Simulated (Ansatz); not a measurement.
## Run report: Ge$_{8}$S, single-point calculation (part 3 of 3)

Continued. System: Ge$_{8}$S (slab, 9 atoms in the cell). Method: DFT, PBEsol, plane waves, PAW, no spin polarisation (Ansatz 0.2.0); cutoff 420 eV, 7×5×1 k-mesh, Gaussian smearing of 0.1 eV. The structure derives from an entry of the Crystallography Open Database.

Geometry of the input (Å; fractional positions):
```
4.0134  0.0000  0.0000
0.0000  5.6758  0.0000
0.0000  0.0000  25.0201
Ge 0.5000  0.0000  0.3397
Ge 0.0000  0.2500  0.3397
Ge 0.0000  0.5000  0.4199
Ge 0.5000  0.7500  0.4199
Ge 0.5000  -0.0032  0.5018
Ge 0.0000  0.2486  0.4999
Ge 0.0000  0.4435  0.5905
Ge 0.5000  0.8334  0.5972
S  0.0000  0.0832  0.6338
```

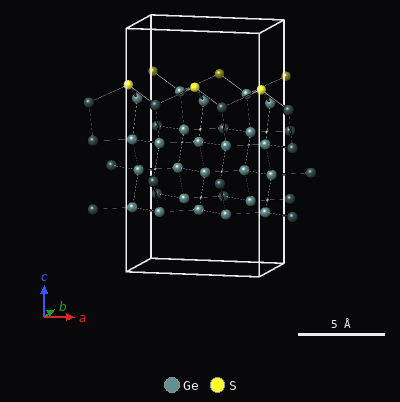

**Figure 1.** The structure (ball-and-stick view of the 2 × 1 repeat of the cell, with the vacuum cut short, seen slightly off an axis; neighbours outside the cell are drawn fainter). An atom can appear more than once, as a periodic image.

**Log, continued**
```
--- Forces (eV/Å), atoms counted from 1 ---
  atom   1  Ge    -0.00000000     0.27576027    -0.13858744
  atom   2  Ge     0.00000000    -0.31245226     0.05679146
  atom   3  Ge    -0.00000000    -0.08493124    -0.07438137
  atom   4  Ge     0.00000000     0.11719646     0.15452726
  atom   5  Ge    -0.00000000     0.00142291     0.00095127
  atom   6  Ge     0.00000000     0.00047613     0.00422323
  atom   7  Ge     0.00000000     0.00019491    -0.00178374
  atom   8  Ge     0.00000000     0.00171556    -0.00131305
  atom   9  S     -0.00000000     0.00062375    -0.00048578
  max |Σ_I F_I| component: 5.82e-5 eV/Å
--- Band table (eV; the first three rows and the last of 12) ---
  k-point 0: bands = ["-25.1774", "-25.1693", "-25.1146", "-25.1128", "-25.1027", "-25.0423", "-25.0166", "-24.9937", "-24.9907", "-24.9537", "-24.9200", "-24.8947", "-24.8828", "-24.8387", "-24.8360", "-24.8339", "-24.7770", "-24.7485", "-24.7305", "-24.7200", "-24.7103", "-24.6615", "-24.6521", "-24.6447", "-24.6418", "-24.6400", "-24.6352", "-24.6073", "-24.6036", "-24.5793", "-24.5516", "-24.5347", "-24.5345", "-24.5286", "-24.5219", "-24.4825", "-24.4820", "-24.4723", "-24.4669", "-24.4144", "-13.7913", "-12.1401", "-10.7803", "-9.4396", "-8.6281", "-8.1721", "-7.7927", "-5.7959", "-4.3267", "-3.4388", "-3.4195", "-3.3381", "-2.6545", "-2.5221", "-1.7824", "-1.3710", "-1.2637", "-0.3897", "-0.3282", "0.4302", "1.0684", "1.3453", "1.5016", "1.9861", "2.0788", "2.2177", "2.4446", "3.3077", "3.4206", "3.7809", "4.1131"]
  k-point 1: bands = ["-25.1771", "-25.1692", "-25.1144", "-25.1127", "-25.1026", "-25.0423", "-25.0169", "-24.9940", "-24.9910", "-24.9537", "-24.9194", "-24.8941", "-24.8798", "-24.8425", "-24.8358", "-24.8332", "-24.7787", "-24.7551", "-24.7248", "-24.7244", "-24.7043", "-24.6626", "-24.6564", "-24.6542", "-24.6455", "-24.6335", "-24.6282", "-24.6020", "-24.5981", "-24.5771", "-24.5546", "-24.5364", "-24.5358", "-24.5291", "-24.5214", "-24.4833", "-24.4819", "-24.4729", "-24.4672", "-24.4149", "-13.7501", "-11.9966", "-10.7362", "-9.9792", "-9.3635", "-7.4619", "-7.1400", "-6.1220", "-4.1836", "-3.7258", "-3.3730", "-2.8507", "-2.6293", "-2.3855", "-1.8115", "-1.3467", "-1.1928", "-0.6975", "-0.1824", "0.2119", "0.8095", "0.8824", "1.3457", "1.6600", "2.1175", "2.4634", "3.0171", "3.2838", "3.6689", "3.7003", "4.2044"]
  k-point 2: bands = ["-25.1764", "-25.1691", "-25.1142", "-25.1124", "-25.1025", "-25.0422", "-25.0174", "-24.9945", "-24.9915", "-24.9537", "-24.9185", "-24.8931", "-24.8728", "-24.8510", "-24.8387", "-24.8277", "-24.7807", "-24.7660", "-24.7284", "-24.7143", "-24.6995", "-24.6645", "-24.6640", "-24.6593", "-24.6491", "-24.6323", "-24.6191", "-24.5913", "-24.5891", "-24.5735", "-24.5624", "-24.5402", "-24.5364", "-24.5301", "-24.5210", "-24.4847", "-24.4819", "-24.4738", "-24.4678", "-24.4158", "-13.6785", "-11.5749", "-10.9136", "-10.5512", "-9.9050", "-7.0313", "-6.6387", "-5.8308", "-4.8354", "-3.4446", "-3.2551", "-2.6877", "-1.9918", "-1.9853", "-1.8394", "-1.4013", "-1.2419", "-1.0966", "-0.4405", "-0.3256", "0.2079", "0.8523", "1.2638", "1.7645", "2.0225", "2.6655", "2.9083", "3.5799", "3.8769", "4.3507", "4.3880"]
  k-point 11: bands = ["-25.1772", "-25.1636", "-25.1154", "-25.1131", "-25.1018", "-25.0402", "-25.0194", "-24.9942", "-24.9935", "-24.9528", "-24.9189", "-24.9073", "-24.8806", "-24.8761", "-24.7921", "-24.7777", "-24.7753", "-24.7594", "-24.7363", "-24.7351", "-24.6933", "-24.6826", "-24.6666", "-24.6611", "-24.6311", "-24.6187", "-24.6143", "-24.6029", "-24.5997", "-24.5912", "-24.5795", "-24.5443", "-24.5386", "-24.5287", "-24.5015", "-24.4956", "-24.4905", "-24.4749", "-24.4392", "-24.4178", "-13.2605", "-10.3973", "-10.0934", "-9.3668", "-9.1246", "-7.9574", "-7.6370", "-7.4067", "-7.0598", "-4.5495", "-4.0741", "-3.6476", "-3.2092", "-3.1088", "-2.5616", "-2.4800", "-1.8241", "-1.3116", "-0.6645", "-0.3588", "0.6760", "1.3266", "2.0892", "2.4835", "2.8185", "3.3013", "3.4861", "3.7960", "4.1439", "4.4593", "4.5998"]
```

**Results in brief**

- outcome: converged
- electrons treated: 118
- free energy: −34910.0715 eV
- Fermi energy: −0.408 eV
- gap on the k-point mesh: none (metallic)
- largest force (length of the vector): 0.318 eV/Å
- hardware: 2 threads of AMD EPYC (Zen 5), 32 GiB of memory available, shared host
- wall time: 15 s (CPU time 29 s)
- peak memory: 1 GiB

**Notes**

Settings chosen away from the usual ones: scf.mixing.preconditioner set to kerker.
